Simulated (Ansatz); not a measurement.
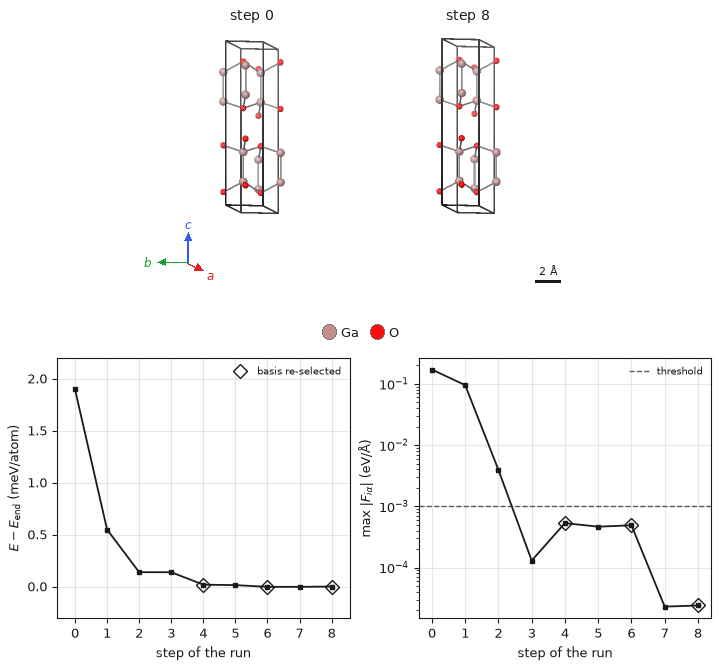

First and last geometry of a relaxation of solid GaO (a generated structure, set up in P6_3/mmc), with the history of the run. Style: ball-and-stick. Shown: the cell of the calculation, from a free direction.

Case: volume × 1.02, shape and atoms relaxed.

The calculation used DFT PBE, scalar-relativistic, plane waves, PAW in Ansatz 0.2.0.

Input
```yaml
crystal:
  lattice:
    - [3.125224123, 0.0, 0.0]
    - [-1.5626120615, 2.7065234831, 0.0]
    - [0.0, 0.0, 14.0067544783]
  atoms:
    - { symbol: Ga, position: [0.3333333333, 0.6666666667, 0.1599723233] }
    - { symbol: Ga, position: [0.6666666667, 0.3333333333, 0.6599723233] }
    - { symbol: Ga, position: [0.3333333333, 0.6666666667, 0.3400276767] }
    - { symbol: Ga, position: [0.6666666667, 0.3333333333, 0.8400276767] }
    - { symbol: O, position: [0.3333333333, 0.6666666667, 0.6076662279] }
    - { symbol: O, position: [0.6666666667, 0.3333333333, 0.1076662279] }
    - { symbol: O, position: [0.3333333333, 0.6666666667, 0.8923337721] }
    - { symbol: O, position: [0.6666666667, 0.3333333333, 0.3923337721] }
basis:
  ecutwfc: 420
kpoints:
  mp_grid: { grid: [12, 12, 2] }
hamiltonian:
  xc: pbe
scf:
  occupations: { method: fixed }
output:
  forces: true
  stress: true
  eigenvalues: true
  write_density: true
  write_potential: true
  elf: true
  volumetric_format: npy
relax:
  adjacent_minimum: "off"
  f_tol: 0.001
  max_steps: 60
  cell: { stress_tol: 0.01, fix: [volume] }
```

Command:
```bash
ansatz run input.yaml --threads 2 --pin off --max-ram 6144MiB --backend cpu --events-out ev --progress --plain --runs-dir out
```

Question: What do the curves and the structures tell?

Answer: It converged. The largest moves relative to the cell, 0.039 Å, are those of O5, O6, O7 and O8. O6 goes along +c. Largest moves by element: O 0.039 Å, Ga 0.025 Å. The drawn cell changes at constant volume: a = b 3.125 → 3.104 Å (−0.7 %), c 14.007 → 14.197 Å (+1.4 %). Near-neighbour distances that change, for instance: Ga1–Ga3 2.522 → 2.506 Å, Ga1–O6 1.947 → 1.935 Å. The space group stays P6_3/mmc (No. 194). After 5 accepted moves (8 points after the start) the energy has fallen by 1.9 meV per atom. The largest force component goes from 0.17 to under 0.0001 eV/Å. The pressure goes from −2.14 to −0.10 GPa. At 3 points the geometry stayed and the basis and grid were re-selected for the new cell (energy shift of 0.1 meV per atom at most each time). The run took 2.3 min on 2 threads of Intel(R) Xeon(R) Processor @ 2.50GHz (Skylake/Cascade Lake) (shared host), peak memory 0.52 GiB.

| step | E − E(0), meV/atom | largest force component, eV/Å | pressure, GPa | note |
| --- | --- | --- | --- | --- |
| 0 | 0.00 | 0.1711 | -2.14 |  |
| 1 | -1.35 | 0.0954 | -1.06 |  |
| 2 | -1.76 | 0.0039 | -0.18 |  |
| 3 | -1.76 | 0.0001 | -0.22 |  |
| 4 | -1.88 | 0.0005 | -0.21 | same geometry, new basis |
| 5 | -1.88 | 0.0005 | -0.11 |  |
| 6 | -1.90 | 0.0005 | -0.11 | same geometry, new basis |
| 7 | -1.90 | 0.0000 | -0.10 |  |
| 8 | -1.90 | 0.0000 | -0.10 | same geometry, new basis |

Limits of the set-up: layers or molecules are held without a dispersion correction, so their spacing is unreliable.
